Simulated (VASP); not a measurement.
PtS2 (space group P-3m1, No. 164): the end point of a relaxation with VASP 6.6.1, VASP Kohn-Sham DFT of a periodic cell, PBEsol with D3(BJ), VASP PAW PBE potentials, recommended.

```
Pt S
1.0
     3.55658    0.00000    0.00000
    -1.77829    3.08009    0.00000
     0.00000    0.00000    4.40716
Pt S
1 2
Direct
  0.00000 0.00000 0.00000
  0.66667 0.33333 0.73018
  0.33333 0.66667 0.26982
```

Bonds are taken as Pt–S below 2.7 Å. The graph is simplified in the usual way: terminal and isolated atoms are pruned, two-connected atoms become edges.

Derive the underlying net.

The result is a binodal (3,6)-connected, two-periodic (layers) net: S is a 3-connected node; Pt is a 6-connected node, in the ratio 2:1. It is the kgd net, known from the layers of CdI2 (1T type). The layers lie parallel to (001).

| node | links | point symbol | coordination sequence |
| --- | --- | --- | --- |
| S | 3 | 4³ | 3 12 9 24 |
| Pt | 6 | 4⁶·6⁶·8³ | 6 6 18 12 |

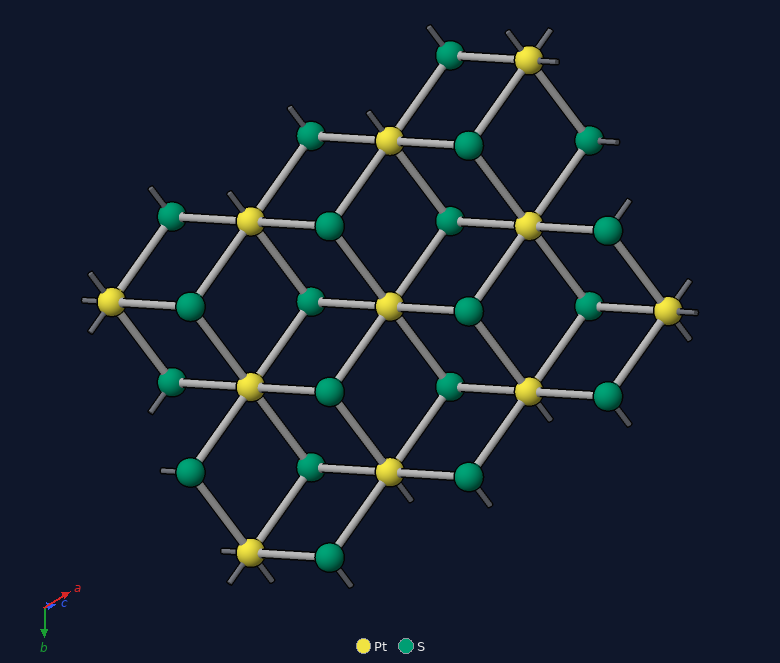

Nodes are coloured by topological kind. One layer is drawn. Edges to nodes outside the piece are drawn as stubs.
